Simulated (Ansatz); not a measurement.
```yaml
crystal:
  lattice:
    - [-1.42878, 1.42878, 1.47186]
    - [1.42878, -1.42878, 1.47186]
    - [1.42878, 1.42878, -1.47186]
  atoms:
    - { symbol: Fe, position: [0.00000, 0.00000, 0.00000] }
```

Space group I4/mmm.

All numbers below come from DFT, PBE, PAW with Ansatz's default frozen-core files, fully relativistic files with spin-orbit coupling (Ansatz).

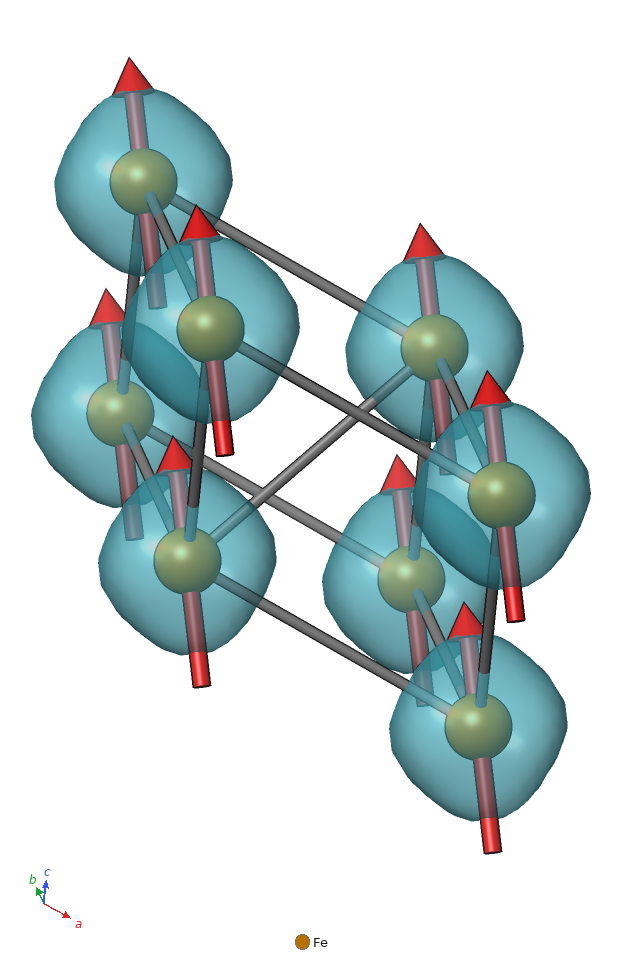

Fe. Isosurface of the size of the magnetisation density at 0.5 e/Å³ (cyan), with the spin moments of the magnetic sites as arrows; seen at an oblique angle.

Core electrons are frozen (PAW), and the valence fields are smoothed inside the atomic spheres.

How are the spin moments arranged, and how large are they?

Answer. Spin moments: Fe 2.2 μB. There is one magnetic site in the cell, along [0 1 1] of the cell.
